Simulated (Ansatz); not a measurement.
Ga$_{2}$O: geometry relaxation (part 1 of 2)

The run: geometry relaxation of Ga$_{2}$O (6 atoms in the cell). Method and program: DFT PBE, scalar-relativistic, plane waves, PAW, no spin polarisation (Ansatz 0.2.0).

Figures and captions count atoms from 1; the log counts them from 0 in places.

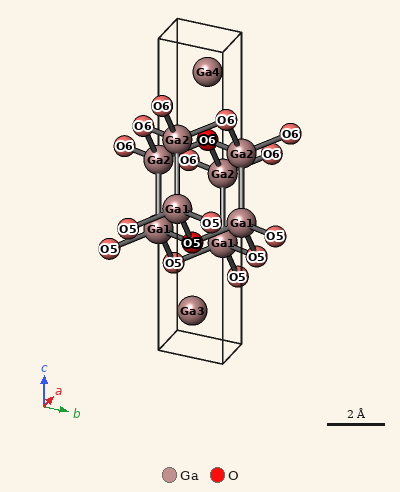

*The input geometry (ball-and-stick view of the cell of the calculation, seen at an oblique angle; neighbours outside the cell are drawn fainter; atoms are numbered from 1 in the order of the input).*

The input
```yaml
crystal:
  lattice:
    - [3.1075367258, 0.0, 0.0]
    - [-1.5537683629, 2.6912057478, 0.0]
    - [0.0, 0.0, 11.4490658427]
  atoms:
    - { symbol: Ga, position: [0.0, 0.0, 0.3888344611] }
    - { symbol: Ga, position: [0.0, 0.0, 0.6111655389] }
    - { symbol: Ga, position: [0.6666666667, 0.3333333333, 0.0987866977] }
    - { symbol: Ga, position: [0.3333333333, 0.6666666667, 0.9012133023] }
    - { symbol: O, position: [0.6666666667, 0.3333333333, 0.3171307563] }
    - { symbol: O, position: [0.3333333333, 0.6666666667, 0.6828692437] }
basis:
  ecutwfc: 420
kpoints:
  mp_grid: { grid: [12, 12, 4] }
hamiltonian:
  xc: pbe
scf:
  occupations: { method: gaussian, width: 0.1 }
output:
  forces: true
  stress: true
  eigenvalues: true
relax:
  adjacent_minimum: "off"
  f_tol: 0.005
  max_steps: 80
  cell: { stress_tol: 0.05 }
```

Run as:
```bash
ansatz run input.yaml --threads 2 --pin off --max-ram 6144MiB --backend cpu --events-out ev --progress --plain --runs-dir out
```

Output
```
Engine: ansatz 0.2.0, x86_64-unknown-linux-gnu
Pseudopotentials: kind: paw
Pseudopotential: Ga, paw, valence charge 13, recommended cutoff 420 eV (normal), Ga.paw.azcp
Pseudopotential: O, paw, valence charge 6, recommended cutoff 420 eV (normal), O.paw.azcp
Functional definition: PBE
  parameter kappa = 0.804
  parameter beta = 0.06672455060314922
  exchange = pbe_x(kappa = kappa, mu = beta*pi^2/3)
  correlation = pbe_c(beta = beta)
Crystal: 6 atoms, lattice volume = 95.749 Å³
Basis set: ecut = 420 eV, 1863 PW (Γ), exchange–correlation on 48×48×160 points (8 copies of the dense FFT grid, shifted against one another)
Bands: 39, of which v1, the nominal top of the filled ones, is band 32 counted from 1 (31 counted from 0)
Symmetry: 12 space group operations
Space group: P-3m1 (ITA 164), of the structure as read, at distance tolerance 4.6e-5 Å
k-points: 69 of 576
Non-local potential: Ga, projectors of the file, l = 0: 2, l = 1: 2, l = 2: 3, l = 3: 1
Non-local potential: O, projectors of the file, l = 0: 2, l = 1: 2, l = 2: 1
PAW form: soft (Blöchl's): semilocal exchange-correlation on the pseudo side does not see the compensation charge
PAW one-centre angular grid: Ga, 590 points (default); XC on 64 Gauss nodes
PAW one-centre angular grid: O, 110 points (default); XC on 64 Gauss nodes
Initial density: superposition of atomic densities (neutral atoms: chi_scale 0, normalization atom), corrected by the library's trained network
Initial wavefunctions: pseudopotential atomic-orbital guess
Functional: x = pbe(κ = 0.804, μ = 0.2195149727645171), c = pbe(β = 0.06672455060314922)
SCF iter   1: F=—  HF=-16267.164681 eV  |F-HF|=—  |Δ(HF+E_count)|=         —  Δρ=7.23e-3  dr2=6.03e-1  ethr=1.77e-3  ⟨swp⟩=5.8  Hψ=9702  notcnv=0  defer=5
preconditioner: auto → Kerker (q_TF=auto, 2.551 Å⁻¹)  [metal: Δε(μ)=0.023 eV  Ē_g=15.909 eV  σ=0.100 eV  W_gap=0.13  n_scr=26 (ndim 8)  ℏωp=30.4 eV  f_vac=0.009  D(μ)=1.04/eV (n_scr^D=4)]
SCF iter   2: F=—  HF=-16267.138258 eV  |F-HF|=—  |Δ(HF+E_count)|=   2.64e-2  Δρ=4.11e-3  dr2=3.24e-1  ethr=9.42e-4  ⟨swp⟩=1.0  Hψ=3243  notcnv=0  defer=9
SCF iter   3: F=—  HF=-16267.116228 eV  |F-HF|=—  |Δ(HF+E_count)|=   2.20e-2  Δρ=4.85e-3  dr2=7.73e-2  ethr=5.07e-4  ⟨swp⟩=2.0  Hψ=2898  notcnv=0  defer=9
SCF iter   4: F=—  HF=-16267.108978 eV  |F-HF|=—  |Δ(HF+E_count)|=   7.25e-3  Δρ=1.35e-3  dr2=2.94e-3  ethr=1.21e-4  ⟨swp⟩=1.8  Hψ=2824  notcnv=0  defer=16
SCF iter   5: F=—  HF=-16267.108897 eV  |F-HF|=—  |Δ(HF+E_count)|=   8.04e-5  Δρ=4.82e-4  dr2=1.65e-3  ethr=4.59e-6  ⟨swp⟩=2.2  Hψ=5011  notcnv=0  defer=82
SCF iter   6: F=—  HF=-16267.108718 eV  |F-HF|=—  |Δ(HF+E_count)|=   1.79e-4  Δρ=2.50e-4  dr2=9.22e-4  ethr=2.58e-6  ⟨swp⟩=2.0  Hψ=4072  notcnv=0  defer=82
SCF iter   7: F=—  HF=-16267.108649 eV  |F-HF|=—  |Δ(HF+E_count)|=   6.87e-5  Δρ=9.02e-5  dr2=4.03e-5  ethr=1.44e-6  ⟨swp⟩=1.1  Hψ=2574  notcnv=0  defer=82
SCF iter   8: F=—  HF=-16267.108680 eV  |F-HF|=—  |Δ(HF+E_count)|=   3.09e-5  Δρ=3.52e-5  dr2=7.06e-6  ethr=6.29e-8  ⟨swp⟩=2.0  Hψ=3213  notcnv=0  defer=109
SCF iter   9: F=—  HF=-16267.108681 eV  |F-HF|=—  |Δ(HF+E_count)|=   2.96e-7  Δρ=2.95e-5  dr2=3.24e-6  ethr=1.10e-8  ⟨swp⟩=2.0  Hψ=4629  notcnv=0  defer=109
SCF iter  10: F=—  HF=-16267.108680 eV  |F-HF|=—  |Δ(HF+E_count)|=   9.79e-7  Δρ=9.14e-6  dr2=1.71e-7  ethr=5.07e-9  ⟨swp⟩=2.0  Hψ=3975  notcnv=0  defer=109
SCF iter  11: F=-16267.108680 eV  HF=-16267.108680 eV  |F-HF|=9.50e-10  |Δ(HF+E_count)|=   4.86e-8  Δρ=2.90e-6  dr2=1.54e-8  ethr=1.56e-10  ⟨swp⟩=8.7  Hψ=9820  notcnv=0
SCF 1 converged in 11 iterations: F = -16267.108680 eV  dr2 = 1.54e-8
  greatest PAW one-centre occupation: 0.995 electrons in one spin orbital (limit 2), on the Ga atom at site 1 (counted from 0), in its partial waves of l = 2
relax step   1: F+E_penalty+E_count = -16267.10867966 eV  Δ(F+E_penalty+E_count) = +0.000e0 eV  max|allowed force component| = 1.993e-1 eV/Å  Δτ_max = 0.0000 Å  P = +0.313 GPa  Ω = 95.749 Å³  (11 SCF iters, dr2 threshold 1.00e-7 eV, accepted)
Crystal: 6 atoms, lattice volume = 97.250 Å³
Initial density: handed on by an earlier stage of this run
Initial wavefunctions: those handed on with the density
iter 1 solved again at ethr=1.16e-4 eV; its pass at ethr=3.10e-3 eV (dr2=7.43e-2 eV) is discarded
SCF iter   1: F=—  HF=-16267.144822 eV  |F-HF|=—  |Δ(HF+E_count)|=         —  Δρ=6.53e-3  dr2=7.44e-2  ethr=1.16e-4  ⟨swp⟩=1.1  Hψ=12498  notcnv=0
preconditioner: auto → LDOS  [metal: Δε(μ)=0.056 eV  Ē_g=15.875 eV  σ=0.100 eV  W_gap=0.29  n_scr=26 (ndim 8)  ℏωp=30.1 eV  f_vac=0.012  D(μ)=0.66/eV (n_scr^D=4)  β→1.0]
SCF iter   2: F=—  HF=-16267.153187 eV  |F-HF|=—  |Δ(HF+E_count)|=   8.36e-3  Δρ=6.66e-3  dr2=1.14e-1  ethr=1.16e-4  ⟨swp⟩=2.9  Hψ=4739  notcnv=0
SCF iter   3: F=—  HF=-16267.126553 eV  |F-HF|=—  |Δ(HF+E_count)|=   2.66e-2  Δρ=1.02e-3  dr2=1.81e-3  ethr=1.16e-4  ⟨swp⟩=2.8  Hψ=4759  notcnv=0  defer=78
SCF iter   4: F=—  HF=-16267.126283 eV  |F-HF|=—  |Δ(HF+E_count)|=   2.70e-4  Δρ=3.00e-4  dr2=9.37e-5  ethr=2.83e-6  ⟨swp⟩=2.4  Hψ=4280  notcnv=0  defer=78
SCF iter   5: F=—  HF=-16267.126261 eV  |F-HF|=—  |Δ(HF+E_count)|=   2.15e-5  Δρ=8.85e-5  dr2=2.52e-5  ethr=1.46e-7  ⟨swp⟩=2.0  Hψ=4716  notcnv=0  defer=78
SCF iter   6: F=—  HF=-16267.126256 eV  |F-HF|=—  |Δ(HF+E_count)|=   4.82e-6  Δρ=3.76e-5  dr2=2.56e-6  ethr=3.94e-8  ⟨swp⟩=2.0  Hψ=3999  notcnv=0  defer=78
SCF iter   7: F=-16267.126256 eV  HF=-16267.126256 eV  |F-HF|=5.14e-8  |Δ(HF+E_count)|=   2.66e-7  Δρ=7.25e-6  dr2=8.64e-8  ethr=9.37e-10  ⟨swp⟩=8.7  Hψ=12049  notcnv=0
SCF 2 converged in 7 iterations: F = -16267.126256 eV  dr2 = 8.64e-8
relax step   2: F+E_penalty+E_count = -16267.12625642 eV  Δ(F+E_penalty+E_count) = -1.758e-2 eV  max|allowed force component| = 1.432e-1 eV/Å  Δτ_max = 0.0433 Å  P = -0.288 GPa  Ω = 97.250 Å³  energy of the carried Pulay correction = -2.907e-3 eV  (7 SCF iters, dr2 threshold 6.00e-7 eV, accepted)
[... from here on the SCF iterations and repeated set-up lines of each step are left out, up to the last step ...]
SCF 3 converged in 7 iterations: F = -16267.145385 eV  dr2 = 3.30e-7
relax step   3: F+E_penalty+E_count = -16267.14538452 eV  Δ(F+E_penalty+E_count) = -1.913e-2 eV  max|allowed force component| = 8.940e-2 eV/Å  Δτ_max = 0.0773 Å  P = +0.497 GPa  Ω = 98.138 Å³  energy of the carried Pulay correction = -4.606e-3 eV  (7 SCF iters, dr2 threshold 6.00e-7 eV, accepted)
SCF 4 converged in 8 iterations: F = -16267.153879 eV  dr2 = 5.96e-7
relax step   4: F+E_penalty+E_count = -16267.15387881 eV  Δ(F+E_penalty+E_count) = -8.494e-3 eV  max|allowed force component| = 7.065e-2 eV/Å  Δτ_max = 0.1120 Å  P = -0.384 GPa  Ω = 102.311 Å³  energy of the carried Pulay correction = -1.238e-2 eV  (8 SCF iters, dr2 threshold 6.00e-7 eV, accepted)
SCF 5 converged in 6 iterations: F = -16267.157677 eV  dr2 = 7.99e-8
relax step   5: F+E_penalty+E_count = -16267.15767738 eV  Δ(F+E_penalty+E_count) = -3.799e-3 eV  max|allowed force component| = 4.743e-2 eV/Å  Δτ_max = 0.0143 Å  P = +0.043 GPa  Ω = 101.944 Å³  energy of the carried Pulay correction = -1.171e-2 eV  (6 SCF iters, dr2 threshold 6.00e-7 eV, accepted)
SCF 6 converged in 6 iterations: F = -16267.156942 eV  dr2 = 8.49e-8
relax step   6: F+E_penalty+E_count = -16267.15694241 eV  Δ(F+E_penalty+E_count) = +7.350e-4 eV  max|allowed force component| = 1.334e-1 eV/Å  Δτ_max = 0.0261 Å  P = -0.309 GPa  Ω = 101.520 Å³  energy of the carried Pulay correction = -1.094e-2 eV  (6 SCF iters, dr2 threshold 1.41e-7 eV, rejected (line search))
SCF 7 converged in 9 iterations: F = -16267.158708 eV  dr2 = 2.13e-11
relax step   7: F+E_penalty+E_count = -16267.15870785 eV  Δ(F+E_penalty+E_count) = -1.030e-3 eV  max|allowed force component| = 6.189e-3 eV/Å  Δτ_max = 0.0125 Å  P = +0.011 GPa  Ω = 101.589 Å³  energy of the carried Pulay correction = -1.106e-2 eV  (9 SCF iters, accepted)
SCF 8 converged in 6 iterations: F = -16267.158599 eV  dr2 = 1.06e-10
relax step   8: F+E_penalty+E_count = -16267.15859889 eV  Δ(F+E_penalty+E_count) = +1.090e-4 eV  max|allowed force component| = 1.150e-3 eV/Å  Δτ_max = 0.0018 Å  P = +0.001 GPa  Ω = 101.654 Å³  energy of the carried Pulay correction = -1.118e-2 eV  (6 SCF iters, dr2 threshold 2.39e-9 eV, accepted)
SCF 9 converged in 9 iterations: F = -16267.189242 eV  dr2 = 4.16e-12
relax step   9: F+E_penalty+E_count = -16267.18924238 eV  Δ(F+E_penalty+E_count) = -3.064e-2 eV  max|allowed force component| = 6.890e-3 eV/Å  Δτ_max = 0.0000 Å  P = +0.391 GPa  Ω = 101.654 Å³  stress off target by 9.44e-1 GPa  SCF on the basis re-selected at this cell (its energy is not comparable with the rows above)  (9 SCF iters)
SCF 10 converged in 6 iterations: F = -16267.195690 eV  dr2 = 1.53e-7
relax step  10: F+E_penalty+E_count = -16267.19569018 eV  Δ(F+E_penalty+E_count) = -6.448e-3 eV  max|allowed force component| = 1.880e-2 eV/Å  Δτ_max = 0.0435 Å  P = +0.105 GPa  Ω = 103.829 Å³  energy of the carried Pulay correction = -4.010e-3 eV  (6 SCF iters, dr2 threshold 6.00e-7 eV, accepted)
SCF 11 converged in 7 iterations: F = -16267.192657 eV  dr2 = 1.60e-8
relax step  11: F+E_penalty+E_count = -16267.19265667 eV  Δ(F+E_penalty+E_count) = +3.034e-3 eV  max|allowed force component| = 1.987e-1 eV/Å  Δτ_max = 0.0340 Å  P = +0.143 GPa  Ω = 104.943 Å³  energy of the carried Pulay correction = -6.028e-3 eV  (7 SCF iters, dr2 threshold 1.48e-7 eV, rejected (line search))
SCF 12 converged in 10 iterations: F = -16267.195818 eV  dr2 = 9.60e-12
relax step  12: F+E_penalty+E_count = -16267.19581758 eV  Δ(F+E_penalty+E_count) = -1.274e-4 eV  max|allowed force component| = 1.420e-2 eV/Å  Δτ_max = 0.0126 Å  P = +0.072 GPa  Ω = 104.396 Å³  energy of the carried Pulay correction = -5.040e-3 eV  (10 SCF iters, accepted)
SCF 13 converged in 6 iterations: F = -16267.194895 eV  dr2 = 1.86e-8
relax step  13: F+E_penalty+E_count = -16267.19489454 eV  Δ(F+E_penalty+E_count) = +9.230e-4 eV  max|allowed force component| = 9.208e-3 eV/Å  Δτ_max = 0.0151 Å  P = -0.042 GPa  Ω = 105.202 Å³  energy of the carried Pulay correction = -6.491e-3 eV  (6 SCF iters, dr2 threshold 5.93e-8 eV, accepted)
SCF 14 converged in 6 iterations: F = -16267.195028 eV  dr2 = 1.58e-9
relax step  14: F+E_penalty+E_count = -16267.19502822 eV  Δ(F+E_penalty+E_count) = -1.337e-4 eV  max|allowed force component| = 1.161e-2 eV/Å  Δτ_max = 0.0010 Å  P = +0.066 GPa  Ω = 105.116 Å³  energy of the carried Pulay correction = -6.343e-3 eV  (6 SCF iters, dr2 threshold 7.94e-9 eV, rejected (line search))
SCF 15 converged in 7 iterations: F = -16267.194992 eV  dr2 = 4.04e-11
relax step  15: F+E_penalty+E_count = -16267.19499208 eV  Δ(F+E_penalty+E_count) = -9.754e-5 eV  max|allowed force component| = 1.188e-4 eV/Å  Δτ_max = 0.0003 Å  P = -0.000 GPa  Ω = 105.152 Å³  energy of the carried Pulay correction = -6.403e-3 eV  (7 SCF iters, accepted)
SCF 16 converged in 8 iterations: F = -16267.204290 eV  dr2 = 2.80e-11
relax step  16: F+E_penalty+E_count = -16267.20428967 eV  Δ(F+E_penalty+E_count) = -9.298e-3 eV  max|allowed force component| = 2.182e-3 eV/Å  Δτ_max = 0.0000 Å  P = +0.127 GPa  Ω = 105.152 Å³  stress off target by 2.63e-1 GPa  SCF on the basis re-selected at this cell (its energy is not comparable with the rows above)  (8 SCF iters)
SCF 17 converged in 6 iterations: F = -16267.203721 eV  dr2 = 2.14e-8
relax step  17: F+E_penalty+E_count = -16267.20372121 eV  Δ(F+E_penalty+E_count) = +5.685e-4 eV  max|allowed force component| = 2.868e-3 eV/Å  Δτ_max = 0.0159 Å  P = +0.042 GPa  Ω = 106.061 Å³  energy of the carried Pulay correction = -1.710e-3 eV  (6 SCF iters, dr2 threshold 1.73e-7 eV, accepted)
SCF 18 converged in 6 iterations: F = -16267.202692 eV  dr2 = 9.88e-9
relax step  18: F+E_penalty+E_count = -16267.20269154 eV  Δ(F+E_penalty+E_count) = +1.030e-3 eV  max|allowed force component| = 1.623e-2 eV/Å  Δτ_max = 0.0127 Å  P = +0.023 GPa  Ω = 106.683 Å³  energy of the carried Pulay correction = -2.923e-3 eV  (6 SCF iters, dr2 threshold 2.22e-8 eV, accepted)
SCF 19 converged in 6 iterations: F = -16267.202662 eV  dr2 = 5.28e-9
relax step  19: F+E_penalty+E_count = -16267.20266222 eV  Δ(F+E_penalty+E_count) = +2.932e-5 eV  max|allowed force component| = 1.591e-3 eV/Å  Δτ_max = 0.0035 Å  P = -0.010 GPa  Ω = 106.737 Å³  energy of the carried Pulay correction = -3.032e-3 eV  (6 SCF iters, dr2 threshold 1.65e-8 eV, accepted)
iter 1 solved again at ethr=1.12e-7 eV; its pass at ethr=3.10e-3 eV (dr2=7.19e-5 eV) is discarded
SCF iter   1: F=—  HF=-16267.204063 eV  |F-HF|=—  |Δ(HF+E_count)|=         —  Δρ=2.99e-4  dr2=4.05e-6  ethr=1.12e-7  ⟨swp⟩=3.0  Hψ=17015  notcnv=0
preconditioner: auto → LDOS  [insulator: Δε(μ)=0.153 eV  Ē_g=15.842 eV  σ=0.100 eV  W_gap=0.71  n_scr=28 (ndim 8)  ℏωp=28.8 eV  f_vac=0.098  D(μ)=0.92/eV (n_scr^D=4)  ε∞_Penn≈4.3  β→1.0]
SCF iter   2: F=—  HF=-16267.205964 eV  |F-HF|=—  |Δ(HF+E_count)|=   1.90e-3  Δρ=7.59e-5  dr2=4.88e-6  ethr=6.32e-9  ⟨swp⟩=2.1  Hψ=4928  notcnv=0
SCF iter   3: F=—  HF=-16267.205956 eV  |F-HF|=—  |Δ(HF+E_count)|=   7.84e-6  Δρ=4.16e-5  dr2=1.94e-6  ethr=6.32e-9  ⟨swp⟩=2.0  Hψ=4870  notcnv=0
SCF iter   4: F=—  HF=-16267.205962 eV  |F-HF|=—  |Δ(HF+E_count)|=   5.81e-6  Δρ=1.19e-5  dr2=9.12e-8  ethr=3.03e-9  ⟨swp⟩=2.0  Hψ=3239  notcnv=0
SCF iter   5: F=—  HF=-16267.205962 eV  |F-HF|=—  |Δ(HF+E_count)|=   6.52e-7  Δρ=3.06e-6  dr2=5.93e-9  ethr=1.43e-10  ⟨swp⟩=2.0  Hψ=4779  notcnv=0
SCF iter   6: F=—  HF=-16267.205962 eV  |F-HF|=—  |Δ(HF+E_count)|=   4.68e-8  Δρ=5.39e-7  dr2=2.98e-10  ethr=9.27e-12  ⟨swp⟩=2.0  Hψ=4883  notcnv=0
SCF iter   7: F=-16267.205962 eV  HF=-16267.205962 eV  |F-HF|=2.56e-10  |Δ(HF+E_count)|=  6.37e-10  Δρ=1.72e-7  dr2=2.28e-11  ethr=1.00e-12  ⟨swp⟩=5.0  Hψ=10022  notcnv=0
SCF 20 converged in 7 iterations: F = -16267.205962 eV  dr2 = 2.28e-11
relax step  20: F+E_penalty+E_count = -16267.20596249 eV  Δ(F+E_penalty+E_count) = -3.300e-3 eV  max|allowed force component| = 1.566e-3 eV/Å  Δτ_max = 0.0000 Å  P = +0.005 GPa  Ω = 106.737 Å³  stress off target by 4.84e-2 GPa  SCF on the basis re-selected at this cell (its energy is not comparable with the rows above)  (7 SCF iters)
```

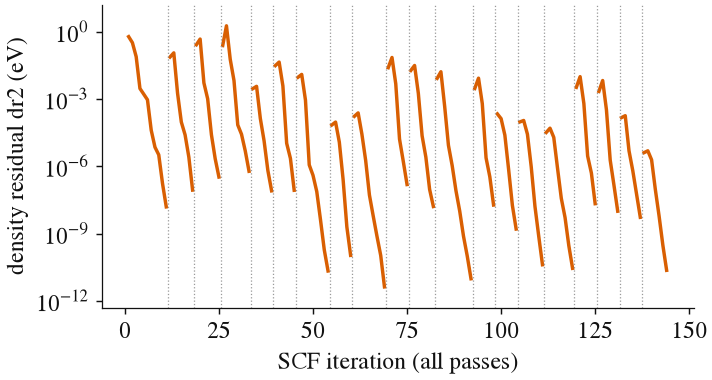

*Convergence of the self-consistent field: density residual dr2 against the SCF iteration. The dotted lines part the SCF passes of the relaxation: geometry steps, rejected trials and re-solves on a re-selected basis.*

The 20 passes take 6 to 11 iterations each, 144 in all.

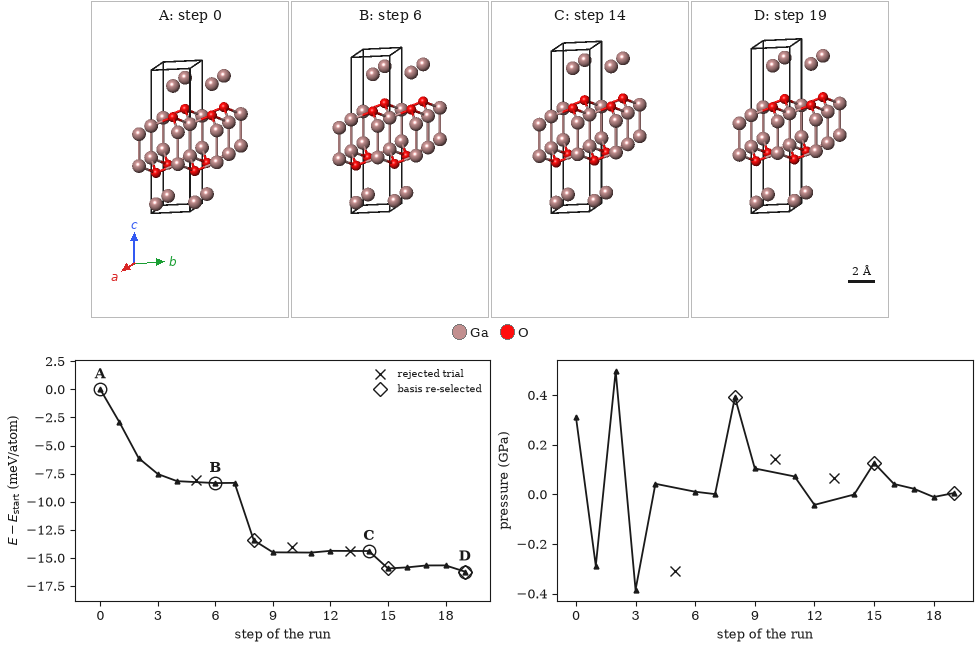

*Frames of the relaxation (ball-and-stick view of the cell of the calculation, repeated 2 × 2 × 1, seen slightly off an axis) above the curves, on which the letters mark them (the first geometry is step 0 here and step 1 in the log).*
